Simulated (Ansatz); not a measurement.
Given this structure:

```cif
data_structure
_symmetry_space_group_name_H-M 'P 1'
_symmetry_Int_Tables_number 1
_cell_length_a 5.3131
_cell_length_b 5.3131
_cell_length_c 3.2421
_cell_angle_alpha 90.000
_cell_angle_beta 90.000
_cell_angle_gamma 90.000
_cell_volume 91.52
loop_
_atom_site_label
_atom_site_type_symbol
_atom_site_fract_x
_atom_site_fract_y
_atom_site_fract_z
_atom_site_occupancy
Hf1 Hf 0.29554 0.29554 0.00000 1
Hf2 Hf 0.70446 0.70446 0.00000 1
Hf3 Hf 0.79554 0.20446 0.50000 1
Hf4 Hf 0.20446 0.79554 0.50000 1
N1 N 0.00000 0.00000 0.00000 1
N2 N 0.50000 0.50000 0.50000 1
```

Question: Work out the structure from the coordinates.

Answer: The solid is Hf2N. The lattice is primitive tetragonal and the space group P4_2/mnm (No. 136). Cell content 4 Hf, 2 N; Z = 2.

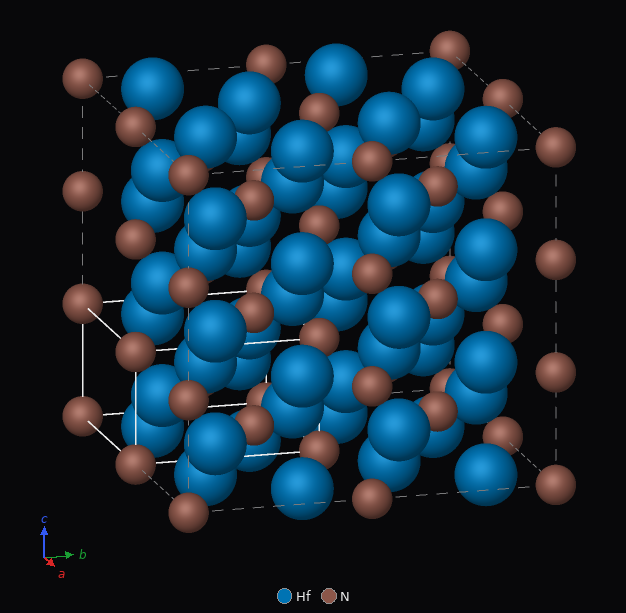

The crystal in a spheres-only representation, seen slightly off an axis. A block of 2×2×3 cells is shown, with one conventional unit cell in solid outline.

Provenance: a structure listed in the Materials Project. Earlier steps of the study may have refined or changed the cell and positions. It was run through Ansatz as a DFT input.
